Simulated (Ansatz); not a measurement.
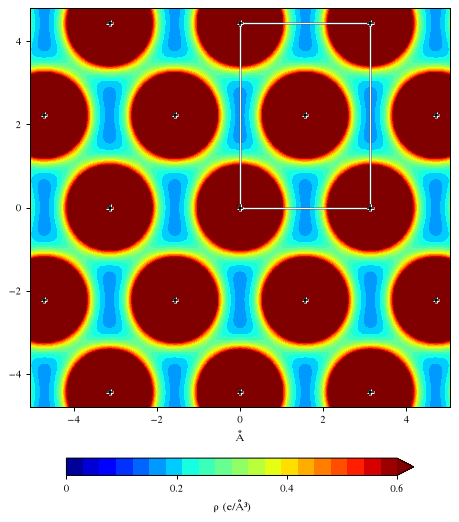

The valence charge density (pseudo) on a plane through atoms (crosses mark nuclei in the plane).

The calculation used Ansatz, DFT, PBEsol, plane waves (420 eV) with PAW, scalar-relativistic.

Candidates:
A. Ag, a = 3.14 Å, b = 3.14 Å, c = 3.14 Å, α = 90.00°, β = 90.00°, γ = 90.00°. Space group Im-3m; set up as Ag, bcc; a generated structure, not necessarily the stable one; changed on purpose from its base cell (volume × 0.92); computed pressure about 12 GPa in this cell; computed without spin polarisation.
B. Co, a = 2.16 Å, b = 2.16 Å, c = 2.16 Å, α = 90.00°, β = 90.00°, γ = 90.00°. Space group Pm-3m; set up as Co, simple cubic; a generated structure, not necessarily the stable one; changed on purpose from its base cell (volume × 0.88); computed pressure about 36 GPa in this cell; computed without spin polarisation.
C. Ca, a = 6.28 Å, b = 6.28 Å, c = 3.75 Å, α = 90.00°, β = 90.00°, γ = 120.00°. Space group P6/mmm; set up as Ca, omega (AlB2-type); a generated structure, not necessarily the stable one; changed on purpose from its base cell (volume × 1.04).

Which system is this?

Candidate A: Ag on the (011) plane of the conventional cell, which holds Ag. Ag–Ag (2.72 Å): ρ is about 0.29 e/Å³ halfway.
